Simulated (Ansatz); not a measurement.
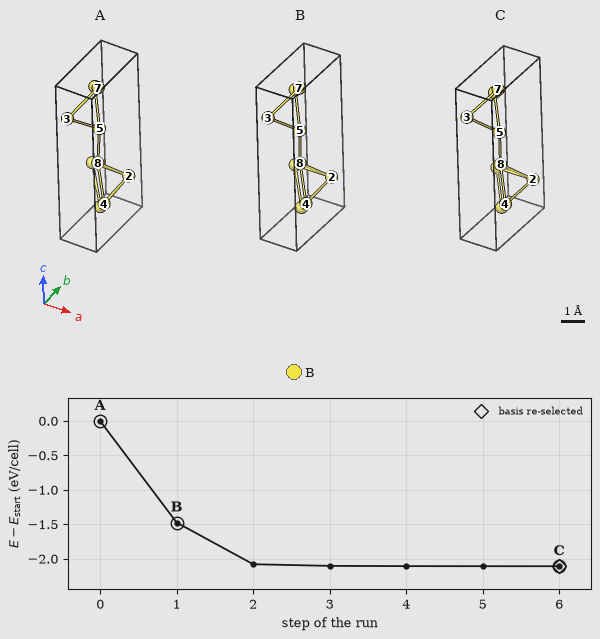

Frames of a relaxation of a crystal of B (a generated structure, set up in P1) (coarse preliminary run), marked on the history of the run. A ball-and-stick model of the cell of the calculation, seen from a free direction.

Theory: Ansatz 0.2.0, DFT PBE, scalar-relativistic, plane waves, PAW. Settings: plane-wave cutoff 420 eV; k-point mesh 12 × 6 × 4; occupations gaussian; smearing width 0.2 eV; no spin polarisation; cell and atoms relaxed; force threshold 0.025 eV/Å; at most 60 steps.

### What happens along the run?

Over 5 accepted moves (6 points after the start) the energy falls by 2.107 eV per cell of the calculation. Largest force component: 5.9 eV/Å at the start, 0.011 eV/Å at the end. The pressure goes from 4.51 to 0.02 GPa. At 1 point the geometry stayed and the basis and grid were re-selected for the new cell (energy shift of 0.5 meV per cell of the calculation at most each time). A B atom moves most relative to the cell: 0.26 Å along [1 3 −2]. Cell: a 1.945 → 1.903 Å (−2.1 %), b 4.002 → 4.012 Å (+0.2 %), c 8.028 → 8.020 Å (−0.1 %), α 87.1° → 89.9°, β 91.8° → 90.0°, γ 93.2° → 90.0°. Volume −1.7 %. Among the contacts that change: B–B 1.529 → 1.882 Å, B–B 1.609 → 1.882 Å, B–B 2.114 → 1.881 Å, B–B 2.091 → 1.880 Å. The space group (tolerance 0.01 Å) goes from P1 (No. 1) to Cccm (No. 66). From step 0 to 1: a B atom moves most (0.10 Å), volume −0.3 %, energy −1.473 eV per cell of the calculation. From step 1 to 6: a B atom moves most (0.17 Å), volume −1.3 %, energy −0.634 eV per cell of the calculation.
